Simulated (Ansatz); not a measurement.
# Single-point calculation, with input and output: SnO₂

System: SnO₂ (Cmm2, 6 atoms in the cell).
Method: DFT PBE, scalar-relativistic, plane waves, PAW, no spin polarisation (Ansatz 0.2.0).

The structure derives from an entry of the Crystallography Open Database. It belongs to a series of runs on one base structure; here: atom 1 (Sn) moved by (+0.000, -0.200) A along x and z. Figures and captions count atoms from 1; the log counts them from 0 in places.

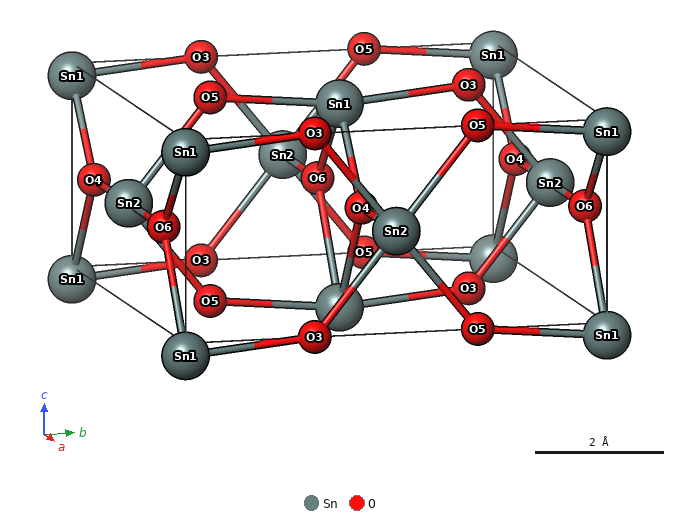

*The input geometry (ball-and-stick view of the cell 2 times as large as that of the calculation, set on its symmetry axes, seen slightly off an axis; atoms are numbered from 1 in the order of the input). An atom can appear more than once, as a periodic image.*

Near neighbours in the periodic cell (some may lie outside the picture): Sn has 6 O at 1.94 to 2.25 Å; O has 3 Sn at 1.94 to 2.25 Å.

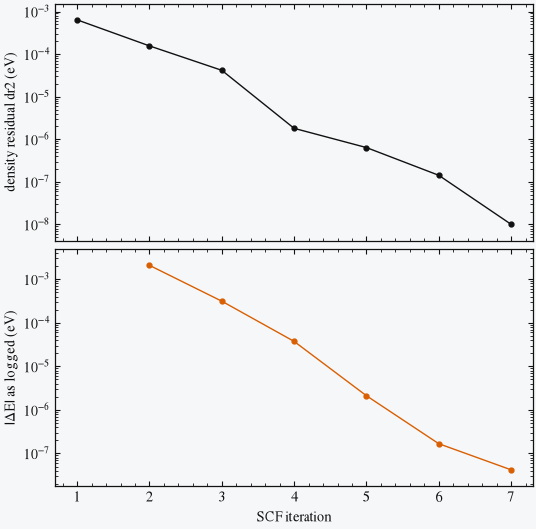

*Convergence of the self-consistent field: density residual dr2 and size of the energy change against the SCF iteration.*

The residual falls at every step.

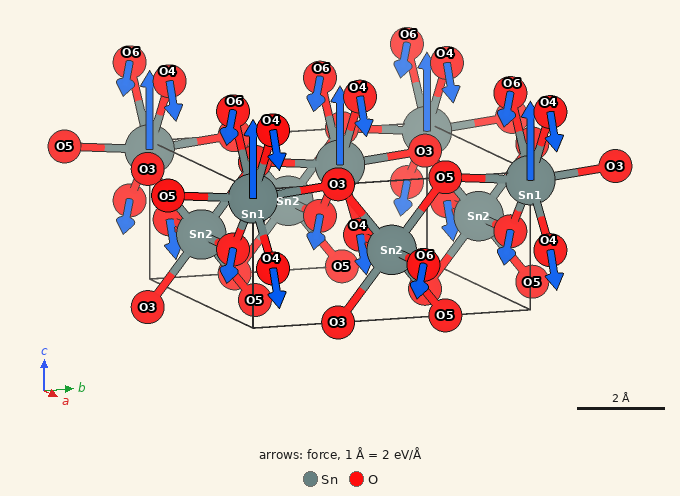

*Forces on the atoms as blue arrows (ball-and-stick view of the cell 2 times as large as that of the calculation, set on its symmetry axes, seen slightly off an axis; bonded neighbours outside the cell are drawn too; atoms are numbered from 1 in the order of the input); the smallest are left out.*

The largest act on Sn1 (3.74 eV/Å); O4, O6 (1.97 eV/Å). The geometry is not a stationary point of this energy.

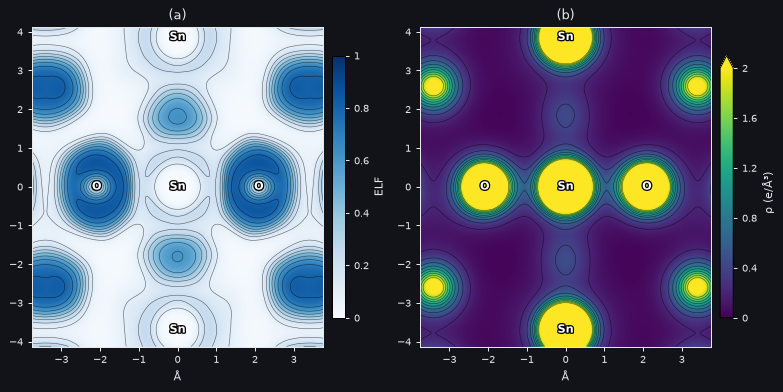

*(a) electron localisation function; (b) valence pseudo-density on the (011) plane of the conventional cell.*

Atoms in the plane: Sn and O. Sn–O (2.09 Å): the density is about 0.61 e/Å³ at the midpoint; the ELF is about 0.25 at the midpoint. Away from the nuclei the density in this plane falls to 0.02 e/Å³ at its lowest. The fields are those of the smooth PAW valence density.

The input that produced these results follows, with the program's output.

**Input file**
```yaml
crystal:
  lattice:
    - [4.8277049961, 0.0, 0.0]
    - [0.0, 4.8277049961, 0.0]
    - [0.0, 0.0, 3.2379909406]
  atoms:
    - { symbol: Sn, position: [0.0, 0.0, -0.0617666954] }
    - { symbol: Sn, position: [0.5, 0.5, 0.5] }
    - { symbol: O, position: [0.3066050863, 0.3066050863, 0.0] }
    - { symbol: O, position: [0.1933949137, 0.8066050863, 0.5] }
    - { symbol: O, position: [0.6933949137, 0.6933949137, 0.0] }
    - { symbol: O, position: [0.8066050863, 0.1933949137, 0.5] }
basis:
  ecutwfc: 420
kpoints:
  mp_grid: { grid: [6, 6, 8] }
hamiltonian:
  xc: pbe
scf:
  occupations: { method: gaussian, width: 0.05 }
output:
  forces: true
  stress: true
  eigenvalues: true
  write_density: true
  write_potential: true
  elf: true
  volumetric_format: npy
```

Launch command:
```bash
ansatz run input.yaml --threads 2 --pin off --max-ram 5120MiB --backend cpu --events-out ev --progress --plain --runs-dir out
```

**Log**
```
Engine: ansatz 0.2.0, x86_64-unknown-linux-gnu
Pseudopotentials: kind: paw
Pseudopotential: Sn, paw, valence charge 14, recommended cutoff 420 eV (normal), Sn.paw.azcp
Pseudopotential: O, paw, valence charge 6, recommended cutoff 420 eV (normal), O.paw.azcp
Functional definition: PBE
  parameter kappa = 0.804
  parameter beta = 0.06672455060314922
  exchange = pbe_x(kappa = kappa, mu = beta*pi^2/3)
  correlation = pbe_c(beta = beta)
Crystal: 6 atoms, lattice volume = 75.467 Å³
Basis set: ecut = 420 eV, 1495 PW (Γ), exchange–correlation on 72×72×48 points (8 copies of the dense FFT grid, shifted against one another)
Bands: 32, of which v1, the nominal top of the filled ones, is band 26 counted from 1 (25 counted from 0)
Symmetry: 4 space group operations
Space group: Cmm2 (ITA 35), of the structure as read, at distance tolerance 4.2e-5 Å
k-points: 65 of 288 (time reversal used)
Non-local potential: Sn, projectors of the file, l = 0: 2, l = 1: 2, l = 2: 2, l = 3: 2
Non-local potential: O, projectors of the file, l = 0: 2, l = 1: 2, l = 2: 1
PAW form: soft (Blöchl's): semilocal exchange-correlation on the pseudo side does not see the compensation charge
PAW one-centre angular grid: Sn, 590 points (default); XC on 64 Gauss nodes
PAW one-centre angular grid: O, 110 points (default); XC on 64 Gauss nodes
Initial density: superposition of atomic densities (neutral atoms: chi_scale 0, normalization atom), corrected by the library's trained network
Initial wavefunctions: pseudopotential atomic-orbital guess
Functional: x = pbe(κ = 0.804, μ = 0.2195149727645171), c = pbe(β = 0.06672455060314922)
SCF iter   1: F=—  HF=-14317.608389 eV  |F-HF|=—  |Δ(HF+E_count)|=         —  Δρ=1.45e-3  dr2=6.38e-4  ethr=1.77e-3  ⟨swp⟩=6.1  Hψ=9244  notcnv=0  defer=9
preconditioner: auto → Resta (q_TF=auto, 2.564 Å⁻¹)  ε∞=3.6  [insulator: Δε(μ)=0.697 eV  Ē_g=19.273 eV  σ=0.050 eV  W_gap=1.00  n_scr=18 (ndim 8)  ℏωp=30.8 eV  f_vac=0.038  D(μ)=0.00/eV (n_scr^D=0)  ε∞_Penn≈3.6]
SCF iter   2: F=—  HF=-14317.610468 eV  |F-HF|=—  |Δ(HF+E_count)|=   2.08e-3  Δρ=7.22e-4  dr2=1.56e-4  ethr=1.23e-6  ⟨swp⟩=2.1  Hψ=4206  notcnv=0  defer=15
SCF iter   3: F=—  HF=-14317.610781 eV  |F-HF|=—  |Δ(HF+E_count)|=   3.13e-4  Δρ=2.75e-4  dr2=4.17e-5  ethr=3.00e-7  ⟨swp⟩=3.0  Hψ=3981  notcnv=0  defer=15
SCF iter   4: F=—  HF=-14317.610744 eV  |F-HF|=—  |Δ(HF+E_count)|=   3.73e-5  Δρ=5.66e-5  dr2=1.81e-6  ethr=8.02e-8  ⟨swp⟩=2.0  Hψ=2763  notcnv=0  defer=15
SCF iter   5: F=—  HF=-14317.610746 eV  |F-HF|=—  |Δ(HF+E_count)|=   2.11e-6  Δρ=3.28e-5  dr2=6.40e-7  ethr=3.48e-9  ⟨swp⟩=2.0  Hψ=3656  notcnv=0  defer=15
SCF iter   6: F=—  HF=-14317.610746 eV  |F-HF|=—  |Δ(HF+E_count)|=   1.67e-7  Δρ=1.55e-5  dr2=1.43e-7  ethr=1.23e-9  ⟨swp⟩=2.0  Hψ=2750  notcnv=0  defer=15
SCF iter   7: F=-14317.610746 eV  HF=-14317.610746 eV  |F-HF|=1.16e-8  |Δ(HF+E_count)|=   4.20e-8  Δρ=4.22e-6  dr2=1.01e-8  ethr=1.92e-10  ⟨swp⟩=13.0  Hψ=14509  notcnv=0
SCF 1 converged in 7 iterations: F = -14317.610746 eV  dr2 = 1.01e-8
  greatest PAW one-centre occupation: 0.996 electrons in one spin orbital (limit 2), on the Sn atom at site 1 (counted from 0), in its partial waves of l = 2
SCF converged after 7 iterations
Free energy (F): -14317.610746 eV
Harris-Foulkes:  -14317.610746 eV  (|F-HF|=1.16e-8)
Internal energy: -14317.610746 eV  (E = F + TS)
E sigma→0 (E₀):  -14317.610746 eV
Fermi energy:    9.049913 eV
--- Per-component energies (eV) ---
  E_band       = -155.507611
  E_kinetic    = 1079.233726
  E_local      = -2980.725964  (includes V_loc(G=0)·N_el)
  E_nonlocal   = 134.154405
  E_hartree    = 1531.652143
  E_xc         = -1053.510983
  E_vxc        = -561.992019  (∫ρ·V_xc dr)
  E_paw        = -8928.575210  (= ΣΔE_a)
  E_vpaw       = -889.495003  (= ΣTr[D̂ρ^β])
  E_aug_tail   = 0.009873  (compensation charges beyond the density's cutoff)
  E_ewald      = -4099.848737
  E_smearing   = -0.000000  (= −TS)
  E_closure    = -0.000000  (closes the sum)
  Σ components = -14317.610746   (vs F -14317.610746, Δ=0.00e0)
--- Forces (eV/Å), atoms counted from 1 ---
  atom   1  Sn     0.00000000    -0.00000000     3.73811103
  atom   2  Sn     0.00000000     0.00000000    -0.00420333
  atom   3  O     -0.05301318    -0.05301318    -0.09496635
  atom   4  O      0.60903886    -0.60903886    -1.77198836
  atom   5  O      0.05301318     0.05301318    -0.09496635
  atom   6  O     -0.60903886     0.60903886    -1.77198836
  max |Σ_I F_I| component: 1.71e-6 eV/Å
--- Stress (GPa, compression-positive) ---
        2.239189      -2.669297      -0.000000
       -2.669297       2.239189      -0.000000
       -0.000000      -0.000000       4.192179
  P = ⅓ Tr σ = 2.8902 GPa (28.902 kbar)
--- Band table (eV; the first three rows and the last of 65) ---
  k-point 0: bands = ["-12.3255", "-11.6584", "-11.6462", "-11.4449", "-11.4253", "-11.3260", "-11.3181", "-11.2368", "-11.2303", "-11.2240", "-9.9660", "-8.1753", "-8.0683", "-6.7322", "0.7680", "4.8056", "4.8483", "5.0170", "5.8271", "6.5760", "6.9580", "7.4209", "7.4722", "7.9983", "8.0020", "8.7025", "9.3973", "14.2780", "14.7811", "15.0299", "18.8092", "19.2697"]
  k-point 1: bands = ["-12.2630", "-11.7502", "-11.5910", "-11.5465", "-11.4225", "-11.3325", "-11.3136", "-11.2443", "-11.2377", "-11.2367", "-9.8813", "-7.9712", "-7.8848", "-6.8325", "0.7721", "4.8743", "4.9329", "4.9824", "5.7463", "5.9251", "6.6283", "6.9219", "6.9415", "8.0139", "8.0229", "8.5861", "10.4130", "14.5641", "15.4048", "15.6292", "18.0012", "19.9885"]
  k-point 2: bands = ["-12.1015", "-11.9731", "-11.7996", "-11.4761", "-11.3649", "-11.3219", "-11.3020", "-11.2758", "-11.2684", "-11.2371", "-9.6028", "-7.5094", "-7.4623", "-7.1456", "0.8291", "4.1958", "4.6661", "5.2118", "5.2848", "6.0037", "6.0398", "6.1754", "6.2099", "7.9065", "7.9343", "8.2551", "11.9903", "14.9827", "16.7779", "16.9691", "17.3562", "20.0146"]
  k-point 64: bands = ["-12.2504", "-12.1040", "-11.7956", "-11.5933", "-11.3201", "-11.3120", "-11.2761", "-11.2378", "-11.2294", "-11.2079", "-8.4520", "-8.0306", "-6.9588", "-6.9555", "0.7542", "1.3041", "3.9149", "3.9868", "6.1801", "6.2139", "6.3121", "6.3870", "7.7615", "7.8563", "7.8960", "7.9771", "13.0511", "13.1332", "17.3179", "17.4101", "19.2806", "19.2915"]
```

**Results in brief**

```json
{"quantity": "outcome", "value": "converged"}
{"quantity": "space group (tolerance 0.01 Å)", "value": "Cmm2 (35)"}
{"quantity": "electrons treated", "value": "52"}
{"quantity": "free energy", "value": "−14317.6107 eV"}
{"quantity": "Fermi energy", "value": "9.050 eV"}
{"quantity": "gap on the k-point mesh", "value": "0.69 eV"}
{"quantity": "pressure", "value": "2.89 GPa"}
{"quantity": "largest force (length of the vector)", "value": "3.738 eV/Å"}
{"quantity": "hardware", "value": "2 threads of AMD EPYC (Zen 3), 189 GiB of memory available, shared host"}
{"quantity": "wall time", "value": "19 s (CPU time 36 s)"}
{"quantity": "peak memory", "value": "0.42 GiB"}
```
